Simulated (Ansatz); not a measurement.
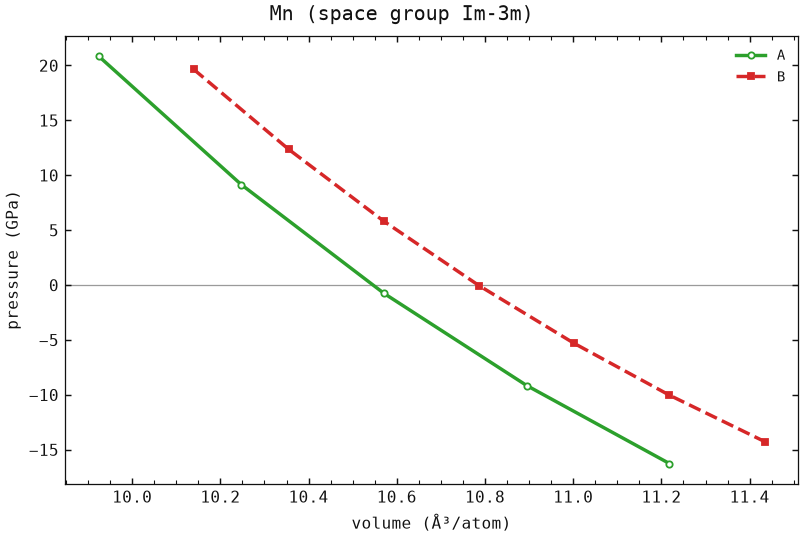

Plotted: pressure against volume, with one curve for each functional, for Mn (space group Im-3m). The labels are replaced by letters. In alphabetical order the cases are: PBE; r2SCAN.

Calculation (Ansatz 0.2.0 development build): equation of state of a cubic crystal from periodic Kohn-Sham density functional theory without spin, third-order Birch-Murnaghan fit to the free energies; pressure corrected for the finite basis.

- structure type: bcc
- atoms in cell: 1
- space group number: 229
- lattice centring: body-centred primitive
- occupation method: Fermi–Dirac
- datasets: soft-1 PAW
- density tolerance: 1e−07 eV
- bands: 12
- density cutoff ratio: 4
- search for lower states: default

Which letter stands for which functional?

Answer. A: r2SCAN; B: PBE.

Limits of the calculation: cubic model structure, not the ambient form; modest k-mesh, values are not fully converged in k (r2SCAN); no spin polarisation, a magnetic state may lie lower.
